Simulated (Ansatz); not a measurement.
**Single-point calculation, with input and output: Ge**

- system: Ge (2 atoms in the cell)
- method: DFT r2SCAN, scalar-relativistic, plane waves, PAW, no spin polarisation (Ansatz 0.2.0)

The structure derives from an entry of the Crystallography Open Database. Figures and captions count atoms from 1; the log counts them from 0 in places.

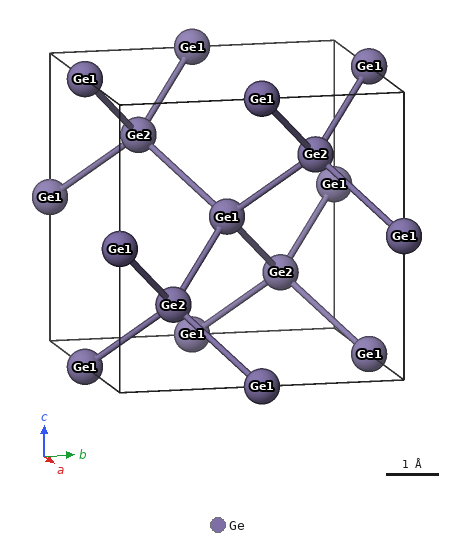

Figure 1. The structure as given in the input (ball-and-stick view of the cell 4 times as large as that of the calculation, set on its symmetry axes, seen slightly off an axis; atoms are numbered from 1 in the order of the input). An atom can appear more than once, as a periodic image.

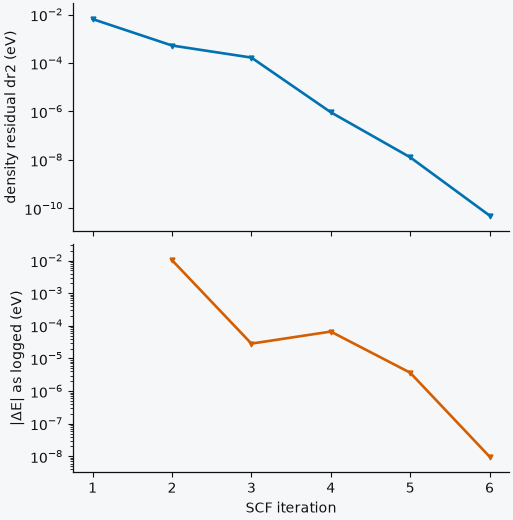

Figure 2. Convergence of the self-consistent field: density residual dr2 and size of the energy change against the SCF iteration. The residual falls at every step.

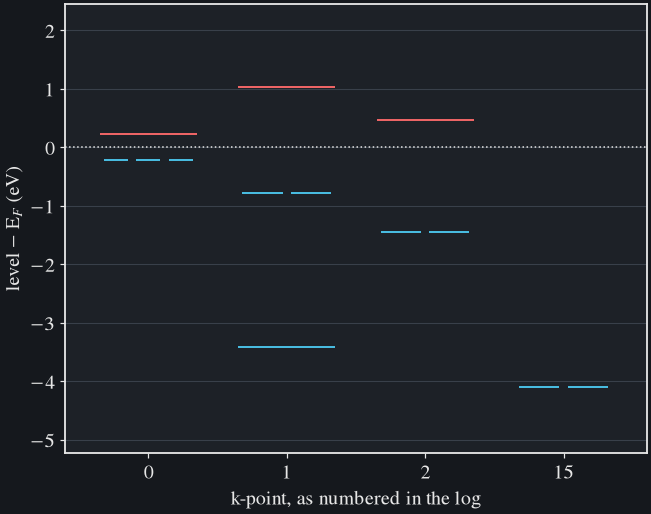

Figure 3. Kohn–Sham levels near the Fermi level (dotted) at the few k-points that the log prints; levels within 0.02 eV of each other stand side by side. Among these points the highest filled and lowest empty levels are 0.45 eV apart, which is the gap on the mesh.

These pictures come from the run below.

Input file
```yaml
crystal:
  lattice:
    - [0.0, 2.82877, 2.82877]
    - [2.82877, 0.0, 2.82877]
    - [2.82877, 2.82877, 0.0]
  atoms:
    - { symbol: Ge, position: [0.5, 0.5, 0.5] }
    - { symbol: Ge, position: [0.75, 0.75, 0.75] }
basis:
  ecutwfc: 500
kpoints:
  mp_grid: { grid: [6, 6, 6] }
hamiltonian:
  xc: r2scan
scf:
  occupations: { method: gaussian, width: 0.1 }
output:
  forces: true
  stress: true
  eigenvalues: true
```

Launch command:
```bash
ansatz run input.yaml --threads 2 --pin off --max-ram 5120MiB --backend cpu --events-out ev --progress --plain --runs-dir out
```

The program's output
```
Engine: ansatz 0.2.0, aarch64-unknown-linux-gnu
Pseudopotentials: kind: paw
Pseudopotential: Ge, paw, valence charge 14, recommended cutoff 500 eV (meta_gga), Ge.paw.azcp
Functional definition: r2SCAN
  parameter k0 = 0.174
  parameter k1 = 0.065
  parameter a1 = 4.9479
  exchange = r2scan_x(k0 = k0, k1 = k1, a1 = a1)
  correlation = r2scan_c
Crystal: 2 atoms, lattice volume = 45.271 Å³
Basis set: ecut = 500 eV, 1139 PW (Γ), exchange–correlation on 120×120×120 points (64 copies of the dense FFT grid, shifted against one another)
Bands: 18, of which v1, the nominal top of the filled ones, is band 14 counted from 1 (13 counted from 0)
Symmetry: 48 space group operations
Space group: Fd-3m (ITA 227), of the structure as read, at distance tolerance 3.6e-5 Å
k-points: 16 of 216
Non-local potential: Ge, projectors of the file, l = 0: 2, l = 1: 2, l = 2: 3, l = 3: 1
PAW form: soft (Blöchl's): semilocal exchange-correlation on the pseudo side does not see the compensation charge
PAW frozen core: Ge, regenerated for the run's functional (the file was generated under x = pbe(κ = 0.804, μ = 0.2195149727645171), c = pbe(β = 0.06672455060314922))
PAW one-centre angular grid: Ge, 590 points (default); XC on 160 Gauss nodes
Initial density: superposition of atomic densities (neutral atoms: chi_scale 0, normalization atom), corrected by the library's trained network
Initial wavefunctions: pseudopotential atomic-orbital guess
Functional: x = r2scan, c = r2scan; τ floored in thin density (d = 2e-4 eV/Å³)
SCF iter   1: F=—  HF=-8605.763763 eV  |F-HF|=—  |Δ(HF+E_count)|=         —  Δρ=6.79e-3  dr2=6.54e-3  dr2_τ=4.73e-3  ethr=1.77e-3  ⟨swp⟩=5.7  Hψ=1330  notcnv=0
preconditioner: auto → none  [insulator: Δε(μ)=0.393 eV  Ē_g=24.436 eV  σ=0.100 eV  W_gap=0.99  n_scr=14 (ndim 8)  ℏωp=29.2 eV  f_vac=0.075  D(μ)=0.00/eV (n_scr^D=0)  ε∞_Penn≈2.4]
SCF iter   2: F=—  HF=-8605.774086 eV  |F-HF|=—  |Δ(HF+E_count)|=   1.03e-2  Δρ=1.60e-3  dr2=5.29e-4  dr2_τ=2.20e-5  ethr=2.33e-5  ⟨swp⟩=2.0  Hψ=704  notcnv=0
SCF iter   3: F=—  HF=-8605.774115 eV  |F-HF|=—  |Δ(HF+E_count)|=   2.85e-5  Δρ=1.12e-3  dr2=1.68e-4  dr2_τ=2.31e-6  ethr=1.89e-6  ⟨swp⟩=2.0  Hψ=454  notcnv=0
SCF iter   4: F=—  HF=-8605.774181 eV  |F-HF|=—  |Δ(HF+E_count)|=   6.66e-5  Δρ=5.22e-5  dr2=9.26e-7  dr2_τ=1.95e-8  ethr=6.01e-7  ⟨swp⟩=2.4  Hψ=460  notcnv=0
SCF iter   5: F=—  HF=-8605.774178 eV  |F-HF|=—  |Δ(HF+E_count)|=   3.66e-6  Δρ=7.45e-6  dr2=1.28e-8  dr2_τ=1.92e-10  ethr=3.31e-9  ⟨swp⟩=2.0  Hψ=512  notcnv=0
SCF iter   6: F=-8605.774178 eV  HF=-8605.774178 eV  |F-HF|=2.36e-11  |Δ(HF+E_count)|=   9.79e-9  Δρ=5.60e-7  dr2=5.02e-11  dr2_τ=2.58e-12  ethr=4.57e-11  ⟨swp⟩=1.2  Hψ=869  notcnv=0
SCF 1 converged in 6 iterations: F = -8605.774178 eV  dr2 = 5.02e-11
  greatest PAW one-centre occupation: 0.998 electrons in one spin orbital (limit 2), on the Ge atom at site 1 (counted from 0), in its partial waves of l = 2
SCF converged after 6 iterations
Free energy (F): -8605.774178 eV
Harris-Foulkes:  -8605.774178 eV  (|F-HF|=2.36e-11)
Internal energy: -8605.774167 eV  (E = F + TS)
E sigma→0 (E₀):  -8605.774172 eV
Entropy (-TS):   -0.000010 eV (-0.005 meV/atom)
Fermi energy:    8.611925 eV
--- Per-component energies (eV) ---
  E_band       = -317.392506
  E_kinetic    = 222.308012
  E_local      = -4944.343811  (includes V_loc(G=0)·N_el)
  E_nonlocal   = 840.306844
  E_hartree    = 2172.268393
  E_xc         = -138.297304
  E_vxc        = -135.931466  (∫ρ·V_xc dr)
  E_paw        = -4068.577110  (= ΣΔE_a)
  E_vpaw       = -651.886679  (= ΣTr[D̂ρ^β])
  E_aug_tail   = 0.000040  (compensation charges beyond the density's cutoff)
  E_vtau       = 7.617923  (kinetic-family band-sum trace: ∫τ·v_τ [+ j·A + Jᵃ·Aᵃ] dr)
  E_ewald      = -2687.267698
  E_core_change = -2.171532  (= ΣΔE_core)
  E_smearing   = -0.000010  (= −TS)
  E_closure    = 0.000000  (closes the sum)
  Σ components = -8605.774178   (vs F -8605.774178, Δ=0.00e0)
--- Forces (eV/Å), atoms counted from 1 ---
  atom   1  Ge     0.00000000    -0.00000000    -0.00000000
  atom   2  Ge     0.00000000     0.00000000     0.00000000
  max |Σ_I F_I| component: 2.78e-17 eV/Å
--- Stress (GPa, compression-positive) ---
        0.555723      -0.000000       0.000000
        0.000000       0.555723       0.000000
        0.000000       0.000000       0.555723
  P = ⅓ Tr σ = 0.5557 GPa (5.557 kbar)
--- Band table (eV; the first three rows and the last of 16) ---
  k-point 0: bands = ["-17.0284", "-17.0284", "-17.0284", "-16.9890", "-16.9890", "-16.7687", "-16.7687", "-16.7687", "-16.7497", "-16.7497", "-4.9128", "8.3871", "8.3871", "8.3871", "8.8341", "11.1117", "11.1117", "11.1117"]
  k-point 1: bands = ["-17.0409", "-17.0409", "-17.0239", "-16.9706", "-16.9706", "-16.7844", "-16.7844", "-16.7740", "-16.7371", "-16.7371", "-4.5594", "5.1950", "7.8384", "7.8384", "9.6355", "11.8412", "11.8412", "12.9204"]
  k-point 2: bands = ["-17.0515", "-17.0515", "-17.0147", "-16.9503", "-16.9503", "-16.7982", "-16.7982", "-16.7848", "-16.7272", "-16.7272", "-3.5797", "2.1140", "7.1567", "7.1567", "9.0810", "12.4151", "12.4151", "15.9460"]
  k-point 15: bands = ["-17.0753", "-17.0753", "-16.9426", "-16.9426", "-16.8705", "-16.8705", "-16.8329", "-16.8329", "-16.6997", "-16.6997", "-0.7469", "-0.7469", "4.5077", "4.5077", "11.3738", "11.3738", "15.4154", "15.4154"]
```

Summary

```json
{"quantity": "outcome", "value": "converged"}
{"quantity": "space group (tolerance 0.01 Å)", "value": "Fd-3m (227)"}
{"quantity": "electrons treated", "value": "28"}
{"quantity": "free energy", "value": "−8605.7742 eV"}
{"quantity": "Fermi energy", "value": "8.612 eV"}
{"quantity": "gap on the k-point mesh", "value": "0.45 eV"}
{"quantity": "pressure", "value": "0.56 GPa"}
{"quantity": "largest force (length of the vector)", "value": "under 0.001 eV/Å"}
{"quantity": "hardware", "value": "2 threads of Arm Neoverse V1, 24 GiB of memory available, shared host"}
{"quantity": "wall time", "value": "1.4 s (CPU time 2.4 s)"}
{"quantity": "peak memory", "value": "0.4 GiB"}
```
